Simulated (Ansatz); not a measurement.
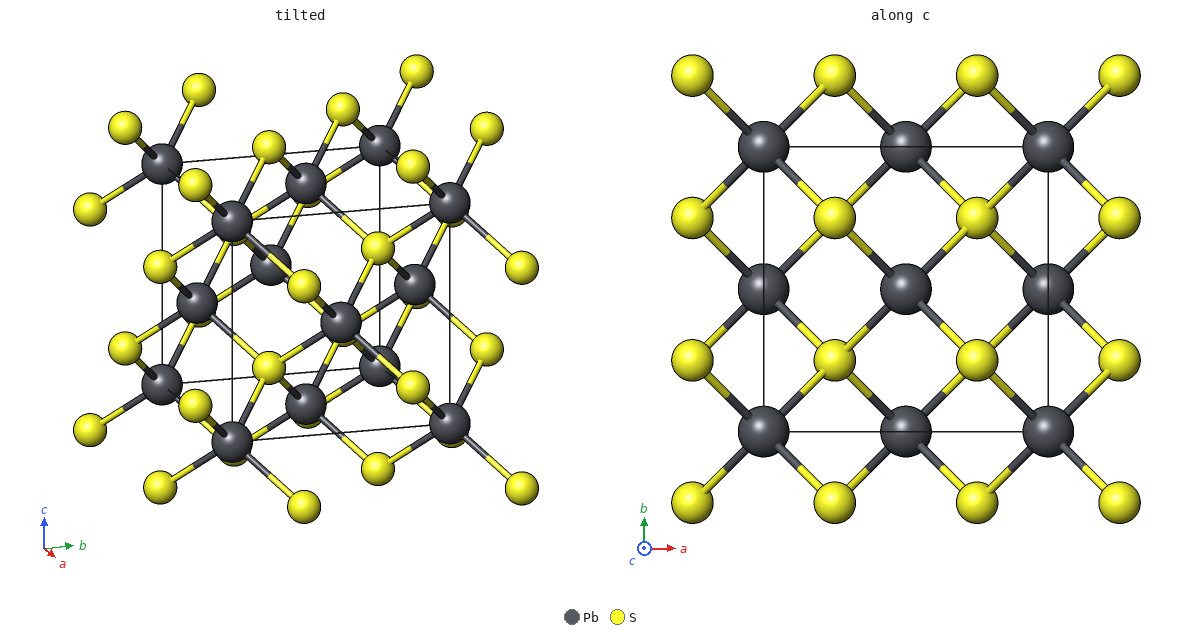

We look at a ball-and-stick model of the crystal slightly off an axis and along the c axis. The conventional unit cell is outlined; an atom on or near a face, edge or corner is repeated at each equivalent position. Some neighbours outside the box are added. Cell: a = 6.60 Å, b = 6.60 Å, c = 6.60 Å, α = 90.00°, β = 90.00°, γ = 90.00°.

The structure was taken from a structure type filled with these elements by a generator (whether the compound takes this form wasn't checked). Earlier steps of the study may have refined or changed the cell and positions. A calculation with Ansatz used it as input.

What structure is drawn here?

Answer. The material is PbS. The atoms follow space group F-43m (No. 216); the Bravais lattice is face-centred cubic. It belongs to the family called zinc blende (sphalerite type). The cell comprises 4 formula units: 4 Pb, 4 S. The neighbours of Pb are four S in a tetrahedral arrangement at about 2.9 Å. S is surrounded by four Pb in a tetrahedral arrangement at about 2.9 Å. The bonds build a three-dimensional framework.

Results below were computed with DFT r2SCAN, scalar-relativistic, plane waves, PAW (Ansatz); the settings were a 500 eV plane-wave basis, k-points about 0.27 Å⁻¹ apart, Gaussian smearing of 0.05 eV, no spin polarisation.

Classify it as metallic or gapped, with the value.

Answer. A semiconductor at this level, with a gap of 0.95 eV, indirect.

List the Bader charges.

Answer. Pb +1.03 e; S -1.03 e.

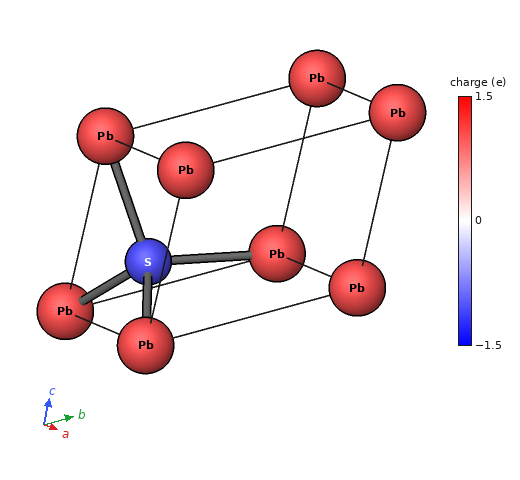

The atoms coloured by those charges. The run's cell of 2 atoms is drawn, so axes and origin can differ from the first picture.

Is the structure relaxed at this level of theory?

Answer. Yes. All forces vanish to within 0.01 eV/Å. The pressure is 0.0 GPa, close to zero.
